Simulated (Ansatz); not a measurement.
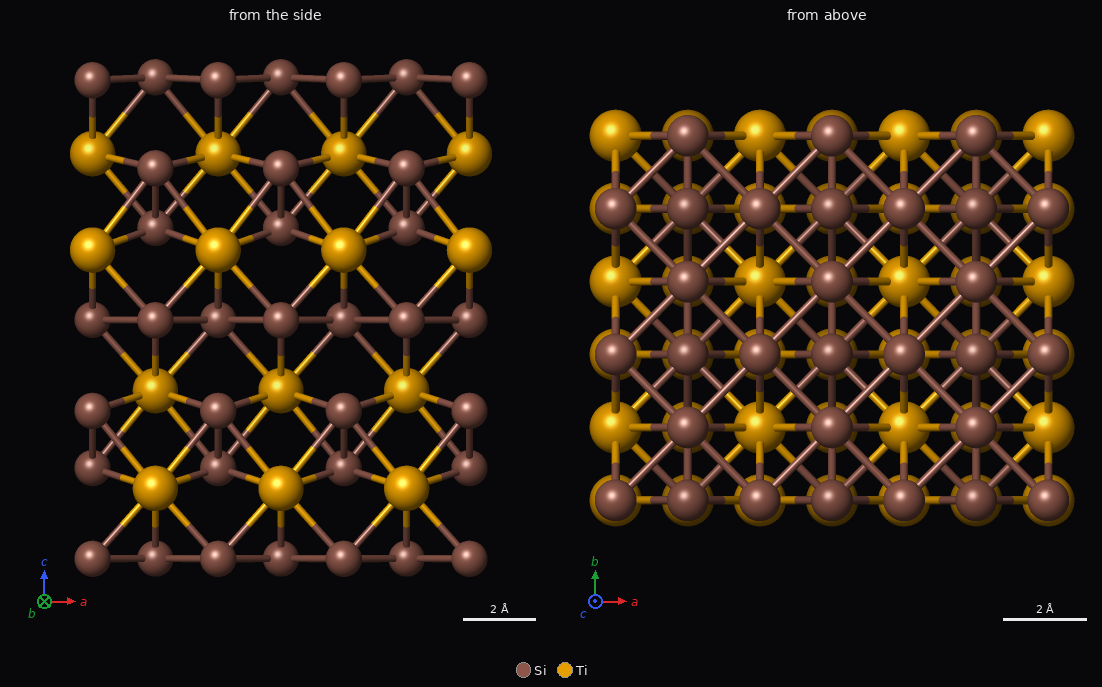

A ball-and-stick picture of a periodic slab, seen from the side and from above. The surface normal points up in side views; the vacuum is left out. 3×3 cells are drawn in the plane, with atoms at the edges repeated.

The cell holds 4 Ti, 10 Si. The slab was cut from bulk TiSi2 (Cmcm).

**What is exposed at the top and at the bottom?**

The top face ends in Si, the bottom face in Si. The two faces are alike.

**What is its extent along the surface normal?**

About 13 Å from the lowest to the highest atom.

**Which (hkl) is this?**

(0 1 0).

The initial geometry was a structure listed in the Materials Project, from which a slab was cut. The atoms were relaxed in a fixed cell with DFT PBEsol, scalar-relativistic, plane waves, PAW in Ansatz, but for six held in place.

At this level of theory the run's own cell isn't at rest (forces up to 0.9 eV/Å), so its distances can differ from those at equilibrium, the more so the softer the solid.
